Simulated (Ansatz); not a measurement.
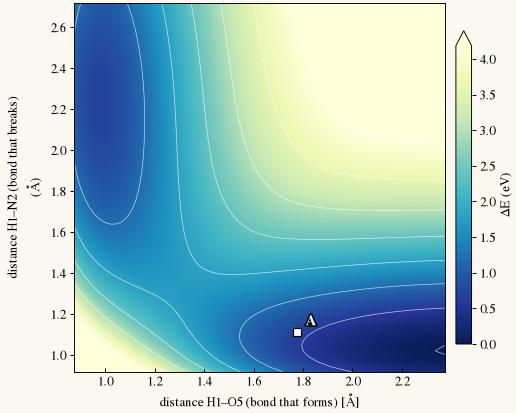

The reacting system CH₄N₂O (one molecule; an intramolecular 1,3-shift). First axis: distance H1–O5 (bond that forms). Second axis: distance H1–N2 (bond that breaks). Relaxed at each point: all other coordinates. The scan uses a 13 × 13 grid. Points are written as (first, second). All energies are given in eV relative to the lowest grid point. The reference is spin-restricted, so regions where a bond is pulled apart into radicals lie too high. Level of theory: RKS PBE-D4/def2-SVP in Ansatz 0.2.0.

The picture shows a smooth colour map with a few white contour lines, one colour for all values above the top of the scale, the point A. Between grid points the surface is interpolated.

**Which way does the force act at A, and how strong is it?**

A, at (1.777 Å, 1.110 Å), is not a stationary point. The computed force is 1.8 eV for each Å towards larger values of the first coordinate and 1.9 eV for each Å towards smaller values of the second coordinate.
